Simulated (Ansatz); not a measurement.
# A series of single points on KI

System: KI (I4/mmm, 2 atoms in the cell).
Method: DFT PBEsol, scalar-relativistic, plane waves, PAW, no spin polarisation (Ansatz 0.2.0).

The 9 runs differ only in the geometry, by a strain of the cell at fixed fractional positions. Against run 5, the strain is εzz = η. The structure derives from an entry of the Crystallography Open Database.

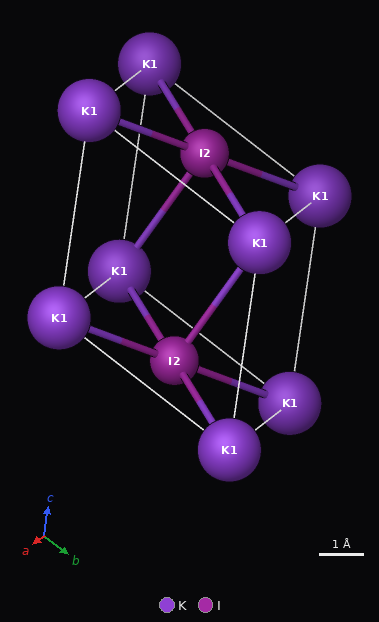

Figure 1. The structure of run 5 (ball-and-stick view of the reduced cell, seen slightly off an axis; atoms are numbered from 1 in the order of the input).

## Input of run 5
```yaml
crystal:
  lattice:
    - [0.0, 3.52455, 3.5597955]
    - [3.52455, 0.0, 3.5597955]
    - [3.52455, 3.52455, 0.0]
  atoms:
    - { symbol: K, position: [0.0, 0.0, 0.0] }
    - { symbol: I, position: [0.5, 0.5, 0.5] }
basis:
  ecutwfc: 420
kpoints:
  mp_grid: { grid: [6, 6, 6] }
hamiltonian:
  xc: pbesol
scf:
  occupations: { method: gaussian, width: 0.05 }
output:
  forces: true
  stress: true
  eigenvalues: true
```

Command:
```bash
ansatz run input.yaml --threads 1 --pin off --max-ram 1228MiB --backend cpu --events-out ev --progress --plain --runs-dir out
```

Lattice vectors (Å) and fractional positions of run 5:
```
   0.000000    3.524550    3.559795
   3.524550    0.000000    3.559795
   3.524550    3.524550    0.000000
K   0.000000  0.000000  0.000000
I   0.500000  0.500000  0.500000
```

Run 7 differs from it as follows:
```diff
-    - [0.0, 3.52455, 3.5597955]
-    - [3.52455, 0.0, 3.5597955]
+    - [0.0, 3.52455, 3.6302865]
+    - [3.52455, 0.0, 3.6302865]
```

## Results, with one run withheld

```tsv
run	strain parameter η (%)	free energy per atom, from the lowest run given (meV)	pressure (GPa)	gap on the mesh (eV)
1	−4.9505	5.11	0.37	3.91
2	−3.9604	2.32	0.20	3.89
3	−2.9703	0.67	0.04	3.87
4	−1.9802	0.00	−0.09	3.85
5	0.0000	1.10	−0.31	3.81
6	0.9901	2.66	−0.41	3.79
7	1.9802	?	?	?
8	2.4752	5.97	−0.52	3.76
9	2.9703	7.29	−0.56	3.75
```

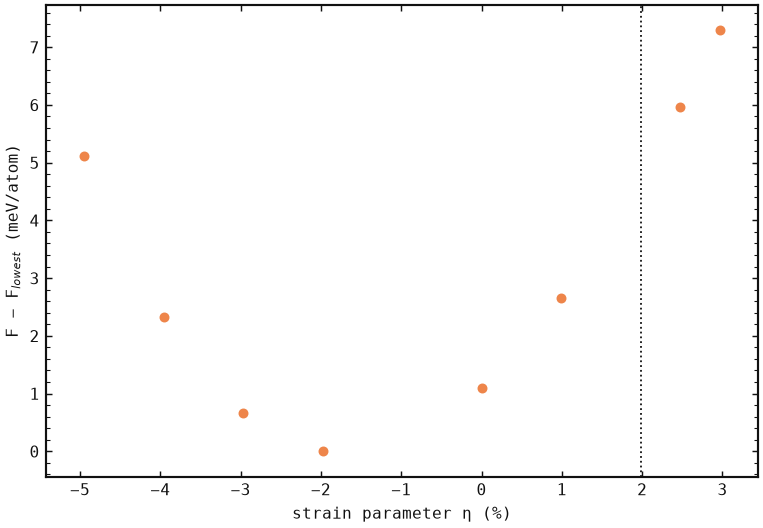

Figure 2. Free energy per atom of the runs given; the dotted line marks run 7.

Estimate the energy of run 7 from the others.

A cubic polynomial in the coordinate, fitted to the 8 runs given, misses them by at most 0.02 meV per atom. With x = η + 0.9282, it reads F = 0.20082 + 0.62734 x + 0.38064 x² − 0.019421 x³ (meV per atom). At run 7 it gives 4.77 meV per atom, and the run itself gives 4.75. The fit has its minimum at η = −1.7060 %. The gap on the mesh goes, without turning, from 3.91 eV in run 1 to 3.75 eV in run 9; run 7 has 3.77 eV. These are gaps of this functional on this mesh, which can miss the band edges; they aren't the measured gap.

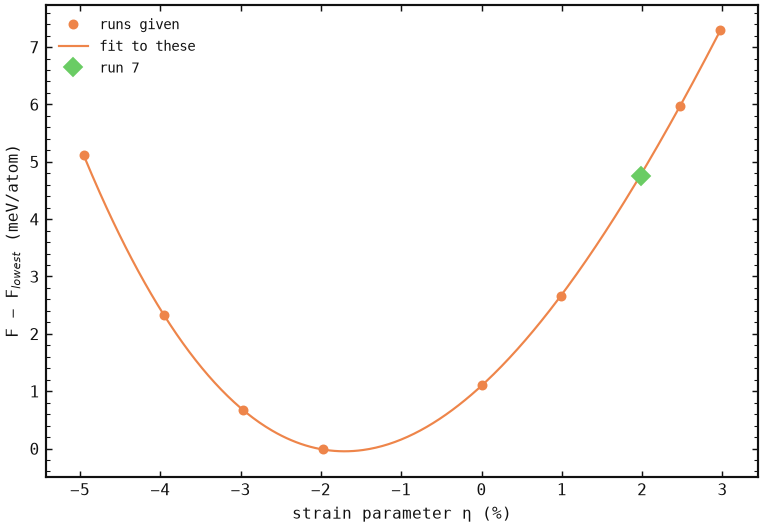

Figure 3. The fit and the withheld run.

## Output, shortened to warnings, some set-up lines, iterations and results (run 7)
```
Basis set: ecut = 420 eV, 1793 PW (Γ), exchange–correlation on 72×72×72 points (8 copies of the dense FFT grid, shifted against one another)
Symmetry: 16 space group operations
k-points: 30 of 216
Initial density: superposition of atomic densities (neutral atoms: chi_scale 0, normalization atom), corrected by the library's trained network
[...]
SCF iter   1: F=—  HF=-8951.246602 eV  |F-HF|=—  |Δ(HF+E_count)|=         —  Δρ=1.77e-3  dr2=1.92e-3  ethr=1.77e-3  ⟨swp⟩=7.0  Hψ=3010  notcnv=0
SCF iter   2: F=—  HF=-8951.245052 eV  |F-HF|=—  |Δ(HF+E_count)|=   1.55e-3  Δρ=8.11e-4  dr2=3.49e-4  ethr=7.39e-6  ⟨swp⟩=2.1  Hψ=1188  notcnv=0
SCF iter   3: F=—  HF=-8951.245085 eV  |F-HF|=—  |Δ(HF+E_count)|=   3.37e-5  Δρ=2.96e-4  dr2=1.19e-4  ethr=1.34e-6  ⟨swp⟩=2.0  Hψ=900  notcnv=0
SCF iter   4: F=—  HF=-8951.245032 eV  |F-HF|=—  |Δ(HF+E_count)|=   5.33e-5  Δρ=1.07e-4  dr2=5.39e-6  ethr=4.56e-7  ⟨swp⟩=2.0  Hψ=900  notcnv=0
SCF iter   5: F=—  HF=-8951.245033 eV  |F-HF|=—  |Δ(HF+E_count)|=   1.38e-6  Δρ=1.42e-5  dr2=2.69e-7  ethr=2.07e-8  ⟨swp⟩=2.0  Hψ=900  notcnv=0
SCF iter   6: F=-8951.245033 eV  HF=-8951.245033 eV  |F-HF|=2.02e-9  |Δ(HF+E_count)|=   5.58e-8  Δρ=1.58e-6  dr2=1.05e-9  ethr=3.85e-10  ⟨swp⟩=7.0  Hψ=2401  notcnv=0
SCF 1 converged in 6 iterations: F = -8951.245033 eV  dr2 = 1.05e-9
SCF converged after 6 iterations
Free energy (F): -8951.245033 eV
Harris-Foulkes:  -8951.245033 eV  (|F-HF|=2.02e-9)
Internal energy: -8951.245033 eV  (E = F + TS)
E sigma→0 (E₀):  -8951.245033 eV
Fermi energy:    3.884006 eV
--- Per-component energies (eV) ---
  E_band       = -527.375197
  E_kinetic    = 442.720558
  E_local      = -2859.880748  (includes V_loc(G=0)·N_el)
  E_nonlocal   = -74.642364
  E_hartree    = 1352.072636
  E_xc         = -260.404982
  E_vxc        = -291.778661  (∫ρ·V_xc dr)
  E_paw        = -5499.223431  (= ΣΔE_a)
  E_vpaw       = -447.939793  (= ΣTr[D̂ρ^β])
  E_aug_tail   = 0.000013  (compensation charges beyond the density's cutoff)
  E_ewald      = -2052.406742
  E_core_change = 0.520027  (= ΣΔE_core)
  E_smearing   = -0.000000  (= −TS)
  E_closure    = -0.000000  (closes the sum)
  Σ components = -8951.245033   (vs F -8951.245033, Δ=0.00e0)
--- Forces (eV/Å), atoms counted from 1 ---
  atom   1  K     -0.00000000    -0.00000000    -0.00000000
  atom   2  I      0.00000000     0.00000000    -0.00000000
  max |Σ_I F_I| component: 4.89e-29 eV/Å
--- Stress (GPa, compression-positive) ---
       -0.302114       0.000000       0.000000
        0.000000      -0.302114       0.000000
        0.000000       0.000000      -0.852663
  P = ⅓ Tr σ = -0.4856 GPa (-4.856 kbar)
```
